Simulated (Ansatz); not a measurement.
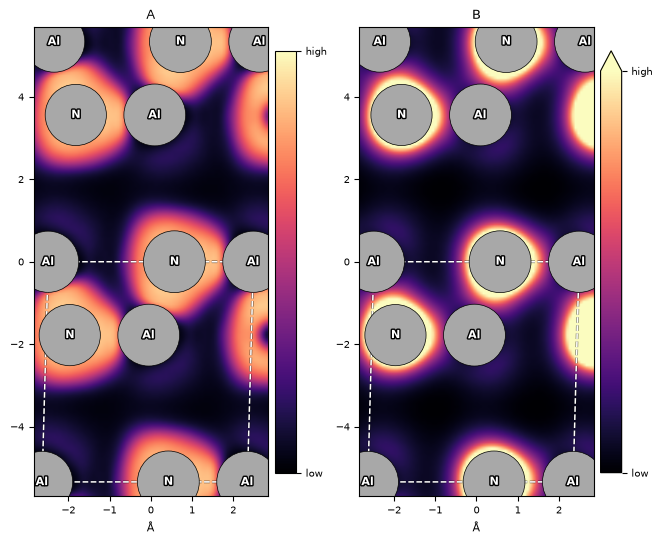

AlN: 2 fields on the (11̄0) plane of the conventional cell, with unlabelled colour scales. Grey discs cover the atomic cores.

Space group P1; changed on purpose from its base cell (equal xy, yz and zx shear strains of -2 %, PAW files); not relaxed (largest force 0.4 eV/Å).

Method: Ansatz, DFT, PBEsol, PAW with Ansatz's default frozen-core files, scalar-relativistic.

Q: The panels show electron localisation function and valence pseudo-density in some order. Assign them.

A: Panel A: electron localisation function. Panel B: valence pseudo-density. From the grid: Al–N (1.86 Å): ρ at the midpoint is about 0.72 e/Å³; the ELF peaks at about 0.90 in the valence shell of N, 0.8 Å from its nucleus, and is about 0.85 at the midpoint. Al–N (1.89 Å): ρ at the midpoint is about 0.69 e/Å³; the ELF peaks at about 0.90 in the valence shell of N, 0.8 Å from its nucleus, and is about 0.85 at the midpoint.
